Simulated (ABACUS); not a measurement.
# Run report: MnO, band-structure run (part 1 of 3)

System: MnO (Fm-3m, 2 atoms in the cell).
Method: Kohn-Sham DFT of a periodic cell, PBE, PseudoDojo NC SR 0.4.1 PBE standard, spin-polarised (ABACUS 3.10.1).

The structure derives from a Materials Project entry.

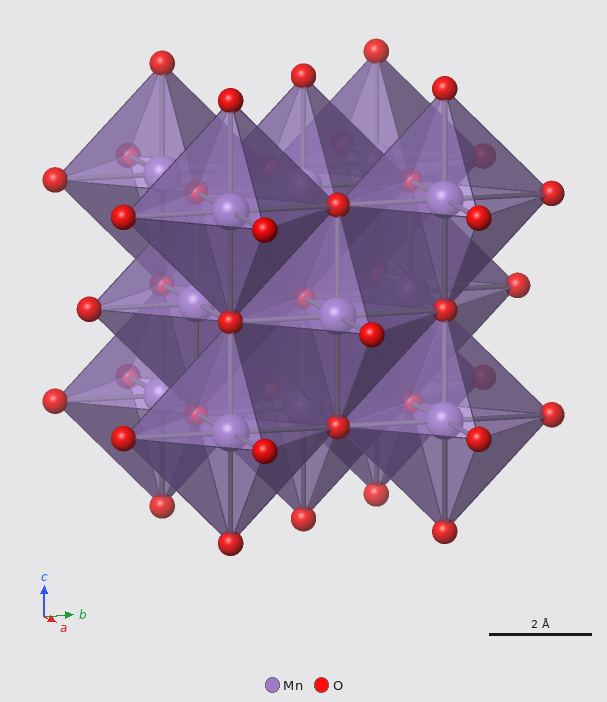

**Figure 1.** The input geometry (polyhedral view of the cell 4 times as large as that of the calculation, set on its symmetry axes, seen slightly off an axis; polyhedra are completed across the faces of the cell).

**Input**
```python
"""ABACUS run from a structure file: ASE reads it, the script writes STRU, KPT and INPUT."""
import re
import subprocess
from ase.io import read
from ase.units import Bohr

atoms = read("MnO.xyz")
atoms = atoms[(-atoms.numbers).argsort(kind="stable")]  # ABACUS lists atoms element by element
pseudo = {'Mn': 'Mn.upf', 'O': 'O.upf'}
orbital = {'Mn': 'Mn_confined-atom_7au_2s1p1d.orb', 'O': 'O_confined-atom_6au_1s1p.orb'}
magmoms = [4.0, 0.0]
kmesh = [9, 9, 9]
params = {
    'suffix': 'MnO',
    'calculation': 'scf',
    'basis_type': 'lcao',
    'pseudo_dir': './',
    'orbital_dir': './',
    'symmetry': 1,
    'dft_functional': 'pbe',
    'ecutwfc': 100,
    'pseudo_rcut': 10,
    'nspin': 2,
    'nbands': 14,
    'ks_solver': 'genelpa',
    'smearing_method': 'fd',
    'smearing_sigma': 0.00367493,
    'scf_thr': 1e-07,
    'scf_nmax': 100,
    'mixing_type': 'broyden',
    'mixing_beta': 0.4,
    'cal_force': 1,
    'cal_stress': 1,
    'out_mul': 1,
    'out_chg': 1,
    'out_pot': 2,
    'out_elf': 1,
}

symbols = atoms.get_chemical_symbols()
elements = list(dict.fromkeys(symbols))
lines = ["ATOMIC_SPECIES"] + [f"{e} {atoms.get_masses()[symbols.index(e)]:.4f} {pseudo[e]}" for e in elements]
if orbital:
    lines += ["", "NUMERICAL_ORBITAL"] + [orbital[e] for e in elements]
lines += ["", "LATTICE_CONSTANT", f"{1 / Bohr:.10f}", "", "LATTICE_VECTORS"]
lines += [" ".join(f"{x:.10f}" for x in v) for v in atoms.cell]
lines += ["", "ATOMIC_POSITIONS", "Direct"]
for e in elements:
    lines += ["", e, "0.0", str(symbols.count(e))]
    for i, p in enumerate(atoms.get_scaled_positions(wrap=False)):
        if symbols[i] == e:
            mag = "" if magmoms is None else " mag " + " ".join(str(x) for x in (magmoms[i] if isinstance(magmoms[i], list) else [magmoms[i]]))
            lines.append(" ".join(f"{x:.10f}" for x in p) + " 1 1 1" + mag)
open("STRU", "w").write("\n".join(lines) + "\n")
open("KPT", "w").write("K_POINTS\n0\nGamma\n%d %d %d 0 0 0\n" % tuple(kmesh))
open("INPUT", "w").write("INPUT_PARAMETERS\n" + "".join(f"{k:<20s}{v}\n" for k, v in params.items()))

done = subprocess.run(['mpirun', '-np', '4', 'abacus'])
if done.returncode:
    raise SystemExit(done.returncode)
log = open("OUT.MnO/running_scf.log").read()
print("final energy (eV):", re.findall(r"FINAL_ETOT_IS (\S+)", log))
```

**File MnO.xyz**
```
2
Lattice="0.0000000000 2.2239077028 2.2239077028 2.2239077028 0.0000000000 2.2239077028 2.2239077028 2.2239077028 0.0000000000" Properties=species:S:1:pos:R:3 pbc="T T T"
Mn     0.0000000000      0.0000000000      0.0000000000
O      2.2239077028      2.2239077028      2.2239077028
```

**File INPUT**
```
INPUT_PARAMETERS
suffix              MnO
calculation         scf
basis_type          lcao
pseudo_dir          ./
orbital_dir         ./
symmetry            1
dft_functional      pbe
ecutwfc             100
pseudo_rcut         10
nspin               2
nbands              14
ks_solver           genelpa
smearing_method     fd
smearing_sigma      0.00367493
scf_thr             1e-07
scf_nmax            100
mixing_type         broyden
mixing_beta         0.4
cal_force           1
cal_stress          1
out_mul             1
out_chg             1
out_pot             2
out_elf             1
```

**File STRU**
```
ATOMIC_SPECIES
Mn 54.9380 Mn.upf
O 15.9990 O.upf

NUMERICAL_ORBITAL
Mn_confined-atom_7au_2s1p1d.orb
O_confined-atom_6au_1s1p.orb

LATTICE_CONSTANT
1.8897261258

LATTICE_VECTORS
0.0000000000 2.2239077028 2.2239077028
2.2239077028 0.0000000000 2.2239077028
2.2239077028 2.2239077028 0.0000000000

ATOMIC_POSITIONS
Direct

Mn
0.0
1
0.0000000000 0.0000000000 -0.0000000000 1 1 1 mag 4.0

O
0.0
1
0.5000000000 0.5000000000 0.5000000000 1 1 1 mag 0.0
```

**File KPT**
```
K_POINTS
0
Gamma
9 9 9 0 0 0
```

Run on 4 threads of Intel Xeon (Granite Rapids), 16 GiB of memory available, shared host.

Launch command:
```bash
OMP_NUM_THREADS=1 python run_abacus.py > log
```

**Log**
```
ABACUS v3.10.1

               Atomic-orbital Based Ab-initio Computation at UStc

 ------------------------------------------------------------------------------------

 READING GENERAL INFORMATION
                           global_out_dir = OUT.MnO/
                           global_in_card = INPUT
                               pseudo_dir = ./
                              orbital_dir = ./
                                    DSIZE = 4
                                    GSIZE = 1

 READING UNITCELL INFORMATION
                                    ntype = 2
                  lattice constant (Bohr) = 1.88973
              lattice constant (Angstrom) = 1

 READING ATOM TYPE 1
                               atom label = Mn
                      L=0, number of zeta = 2
                      L=1, number of zeta = 1
                      L=2, number of zeta = 1
             number of atom for this type = 1
               magnetization of element 1 = 4

 READING ATOM TYPE 2
                               atom label = O
                      L=0, number of zeta = 1
                      L=1, number of zeta = 1
             number of atom for this type = 1
               magnetization of element 2 = 0

                        TOTAL ATOM NUMBER = 2
DIRECT COORDINATES
    atom                   x                   y                   z     mag                  vx                  vy                  vz
taud_Mn1            0.0000000000        0.0000000000        0.0000000000  4.0000        0.0000000000        0.0000000000        0.0000000000
taud_O1            0.5000000000        0.5000000000        0.5000000000  0.0000        0.0000000000        0.0000000000        0.0000000000

                          Volume (Bohr^3) = 148.449
                             Volume (A^3) = 21.9978

 Lattice vectors: (Cartesian coordinate: in unit of a_0)
                   +0            +2.22391            +2.22391
             +2.22391                  +0            +2.22391
             +2.22391            +2.22391                  +0
 Reciprocal vectors: (Cartesian coordinate: in unit of 2 pi/a_0)
            -0.224829           +0.224829           +0.224829
            +0.224829           -0.224829           +0.224829
            +0.224829           +0.224829           -0.224829
 The esolver type has been set to : ksdft_lcao

                PAO radial cut off (Bohr) = 10

 Read in pseudopotential file is Mn.upf
                     pseudopotential type = NC
          exchange-correlation functional = PBE
                 nonlocal core correction = 1
                        valence electrons = 15
                                     lmax = 2
                           number of zeta = 4
                     number of projectors = 6
                           L of projector = 0
                           L of projector = 0
                           L of projector = 1
                           L of projector = 1
                           L of projector = 2
                           L of projector = 2
                PAO radial cut off (Bohr) = 10

 Read in pseudopotential file is O.upf
                     pseudopotential type = NC
          exchange-correlation functional = PBE
                 nonlocal core correction = 1
                        valence electrons = 6
                                     lmax = 2
                           number of zeta = 2
                     number of projectors = 5
                           L of projector = 0
                           L of projector = 0
                           L of projector = 1
                           L of projector = 1
                           L of projector = 2
     initial pseudo atomic orbital number = 14
 The readin total magnetization is 4

 SETUP THE ELECTRONS NUMBER
            electron number of element Mn = 15
      total electron number of element Mn = 15
             electron number of element O = 6
       total electron number of element O = 6
            AUTOSET number of electrons:  = 21
                           occupied bands = 11
                                   NLOCAL = 14
                                   NBANDS = 14
                                   NBANDS = 14
                                   NLOCAL = 14

%%%%%%%%%%%%%%%%%%%%%%%%%%%%%%%%%%%%%%%%%%%%%%%%%%%%%%%%%%%%%%%%%%%%%%%%%%%%%%%%%%%%%%%%%%%%%%%%%%%%%%%%%%
 Warning: the number of valence electrons in pseudopotential > 7 for Mn: [Ar] 3d5 4s2
 Pseudopotentials with additional electrons can yield (more) accurate outcomes, but may be less efficient.
 If you're confident that your chosen pseudopotential is appropriate, you can safely ignore this warning.
%%%%%%%%%%%%%%%%%%%%%%%%%%%%%%%%%%%%%%%%%%%%%%%%%%%%%%%%%%%%%%%%%%%%%%%%%%%%%%%%%%%%%%%%%%%%%%%%%%%%%%%%%%

 SETUP THE PLANE WAVE BASIS
 energy cutoff for charge/potential (unit:Ry) = 400
            fft grid for charge/potential = [ 40, 40, 40 ]
                        fft grid division = [ 5, 5, 5 ]
        big fft grid for charge/potential = [ 8, 8, 8 ]
                                     nbxx = 128
                                     nrxx = 16000

 SETUP PLANE WAVES FOR CHARGE/POTENTIAL
                    number of plane waves = 19987
                         number of sticks = 967

 PARALLEL PW FOR CHARGE/POTENTIAL
     PROC   COLUMNS(POT)             PW
        1            241           4997
        2            241           4997
        3            244           4996
        4            241           4997
 --------------- sum -------------------
        4            967          19987
                            number of |g| = 240
                                  max |g| = 36.142
                                  min |g| = 0.151645

----------- Double Check Mixing Parameters Begin ------------
mixing_type: broyden
mixing_beta: 0.4
mixing_gg0: 1
mixing_gg0_min: 0.1
mixing_beta_mag: 1.6
mixing_gg0_mag: 0
mixing_ndim: 8
----------- Double Check Mixing Parameters End ------------

 LATTICE VECTORS: (CARTESIAN COORDINATE: IN UNIT OF A0)
                   +0            +2.22391            +2.22391
             +2.22391                  +0            +2.22391
             +2.22391            +2.22391                  +0
                       right hand lattice = 1
                                   NORM_A = 3.14508
                                   NORM_B = 3.14508
                                   NORM_C = 3.14508
                           ALPHA (DEGREE) = 60
                           BETA  (DEGREE) = 60
                           GAMMA (DEGREE) = 60

 The lattice vectors have been changed (STRU_SIMPLE.cif)

(for optimal symmetric configuration:)
                             BRAVAIS TYPE = 3
                     BRAVAIS LATTICE NAME = 03. Cubic F (face-centered)
                                    ibrav = 3
                                    IBRAV = 3
                                  BRAVAIS = FACE CENTERED CUBIC
                       LATTICE CONSTANT A = 4.44782
Original cell was already a primitive cell.
                        ROTATION MATRICES = 48
              PURE POINT GROUP OPERATIONS = 48
                   SPACE GROUP OPERATIONS = 48
                              POINT GROUP = O_h
               POINT GROUP IN SPACE GROUP = O_h

 SETUP K-POINTS
                                    nspin = 2
                   Input type of k points = Monkhorst-Pack(Gamma)
                                   nkstot = 729
                       right hand lattice = 1
(for reciprocal lattice: )
                             BRAVAIS TYPE = 2
                     BRAVAIS LATTICE NAME = 02. Cubic I (body-centered)
                                    ibrav = 2
                       right hand lattice = 1
(for k-lattice: )
                             BRAVAIS TYPE = 2
                     BRAVAIS LATTICE NAME = 02. Cubic I (body-centered)
                                    ibrav = 2
                       right hand lattice = 1
                        ROTATION MATRICES = 48
                               nkstot_ibz = 35
K-POINTS REDUCTION ACCORDING TO SYMMETRY
     IBZ    DIRECT_X    DIRECT_Y    DIRECT_Z  WEIGHT  ibz2bz
       1  0.00000000  0.00000000  0.00000000  0.0014       0
       2  0.11111111  0.11111111  0.11111111  0.0110       1
       3  0.22222222  0.22222222  0.22222222  0.0110       2
       4  0.33333333  0.33333333  0.33333333  0.0110       3
       5  0.44444444  0.44444444  0.44444444  0.0110       4
       6  0.11111111  0.11111111  0.00000000  0.0082      10
       7  0.22222222  0.22222222  0.11111111  0.0329      11
       8  0.33333333  0.33333333  0.22222222  0.0329      12
       9  0.44444444  0.44444444  0.33333333  0.0329      13
      10 -0.44444444  0.44444444  0.44444444  0.0329      14
      11  0.44444444  0.33333333  0.33333333  0.0329      15
      12  0.22222222  0.22222222  0.33333333  0.0329      16
      13  0.22222222  0.11111111  0.11111111  0.0165      17
      14  0.22222222  0.22222222  0.00000000  0.0082      20
      15  0.33333333  0.11111111  0.33333333  0.0329      21
      16  0.44444444  0.44444444  0.22222222  0.0329      22
      17 -0.33333333  0.44444444  0.44444444  0.0329      23
      18 -0.44444444  0.33333333  0.33333333  0.0329      24
      19  0.44444444  0.22222222  0.22222222  0.0165      25
      20  0.33333333  0.33333333  0.00000000  0.0082      30
      21  0.44444444  0.44444444  0.11111111  0.0329      31
      22 -0.22222222  0.44444444  0.44444444  0.0329      32
      23 -0.33333333  0.33333333  0.33333333  0.0165      33
      24  0.44444444  0.44444444  0.00000000  0.0082      40
      25 -0.11111111  0.44444444  0.44444444  0.0165      41
      26  0.33333333  0.11111111  0.22222222  0.0329     102
      27  0.44444444  0.33333333  0.22222222  0.0658     103
      28 -0.44444444  0.44444444  0.33333333  0.0658     104
      29  0.44444444  0.33333333  0.11111111  0.0329     112
      30 -0.44444444  0.44444444  0.22222222  0.0658     113
[... 5 further k points ...]

                               nkstot now = 35
[... K-POINTS DIRECT COORDINATES: 35 rows ...]

           k-point number in this process = 35
       minimum distributed K point number = 35
[... stars of the k points ...]
                             nks(nspin=2) = 70
                          nkstot(nspin=2) = 70

[... K-POINTS CARTESIAN COORDINATES: 70 rows ...]

[... K-POINTS DIRECT COORDINATES: 70 rows ...]

 SETUP PLANE WAVES FOR WAVE FUNCTIONS
     energy cutoff for wavefunc (unit:Ry) = 100
              fft grid for wave functions = [ 40, 40, 40 ]
                    number of plane waves = 3479
                         number of sticks = 301

 PARALLEL PW FOR WAVE FUNCTIONS
     PROC   COLUMNS(POT)             PW
        1             75            869
        2             75            869
        3             75            869
        4             76            872
 --------------- sum -------------------
        4            301           3479

 SET NONLOCAL PSEUDOPOTENTIAL PROJECTORS
 SET NONLOCAL PSEUDOPOTENTIAL PROJECTORS
 max number of nonlocal projetors among all species is 6

 -------------------------------------------
 SELF-CONSISTENT
 -------------------------------------------

 SETUP SEARCHING RADIUS FOR PROGRAM TO SEARCH ADJACENT ATOMS
                  longest orb rcut (Bohr) = 7
   longest nonlocal projector rcut (Bohr) = 1.66
                     search radius (Bohr) = 17.3
              searching radius is (Bohr)) = 17.3
         searching radius unit is (Bohr)) = 1.89
                         PeriodicBoundary = 1
                        Radius(unit:lat0) = 9.17
                                   glayer = [ 5, 5, 5 ]
                             glayer_minus = [ 4, 4, 4 ]

Find the coordinate range of the input atom(unit:lat0).
                                  min_tau = [ -17.8, -17.8, -17.8 ]
                                  max_tau = [ 20, 20, 20 ]
                                BoxNumber = [ 9, 9, 9 ]

 SETUP EXTENDED REAL SPACE GRID FOR GRID INTEGRATION
                          real space grid = [ 40, 40, 40 ]
                 big cell numbers in grid = [ 8, 8, 8 ]
             meshcell numbers in big cell = [ 5, 5, 5 ]
                        extended fft grid = [ 12, 12, 12 ]
                dimension of extened grid = [ 33, 33, 33 ]
                            UnitCellTotal = 125
              Atom number in sub-FFT-grid = 2
    Local orbitals number in sub-FFT-grid = 14
                                ParaV.nnr = 4417
                                 init_chg = atomic

 LCAO ALGORITHM --------------- ION=   1  ELEC=   1--------------------------------
          total magnetism (Bohr mag/cell) = 4.89606
       absolute magnetism (Bohr mag/cell) = 4.89606
                        nelec for spin up = 12.948
                      nelec for spin down = 8.05197

 Density error is 0.148286495572
----------------------------------------------------------
     Energy           Rydberg                 eV
----------------------------------------------------------
 E_KohnSham     -250.6552397920      -3410.3394947273
 E_Harris       -248.3737114624      -3379.2977092965
 E_Fermi        0.9402125612         12.7922481638
----------------------------------------------------------

 LCAO ALGORITHM --------------- ION=   1  ELEC=   2--------------------------------
          total magnetism (Bohr mag/cell) = 4.86601
       absolute magnetism (Bohr mag/cell) = 4.86601
                        nelec for spin up = 12.933
                      nelec for spin down = 8.067

 Density error is 0.0711239966454
----------------------------------------------------------
     Energy           Rydberg                 eV
----------------------------------------------------------
 E_KohnSham     -250.7198918724      -3411.2191314085
 E_Harris       -247.8977514951      -3372.8219417208
 E_Fermi        1.0124087621         13.7745278693
----------------------------------------------------------

 LCAO ALGORITHM --------------- ION=   1  ELEC=   3--------------------------------
          total magnetism (Bohr mag/cell) = 4.54203
       absolute magnetism (Bohr mag/cell) = 4.54203
                        nelec for spin up = 12.771
                      nelec for spin down = 8.22898

 Density error is 0.0274770521626
----------------------------------------------------------
     Energy           Rydberg                 eV
----------------------------------------------------------
 E_KohnSham     -250.7114171304      -3411.1038266285
 E_Harris       -248.1586362296      -3376.3714606314
 E_Fermi        1.0429024052         14.1894151691
----------------------------------------------------------

 LCAO ALGORITHM --------------- ION=   1  ELEC=   4--------------------------------
          total magnetism (Bohr mag/cell) = 4.59994
       absolute magnetism (Bohr mag/cell) = 4.59994
                        nelec for spin up = 12.8
                      nelec for spin down = 8.20003

 Density error is 0.0220054499817
```
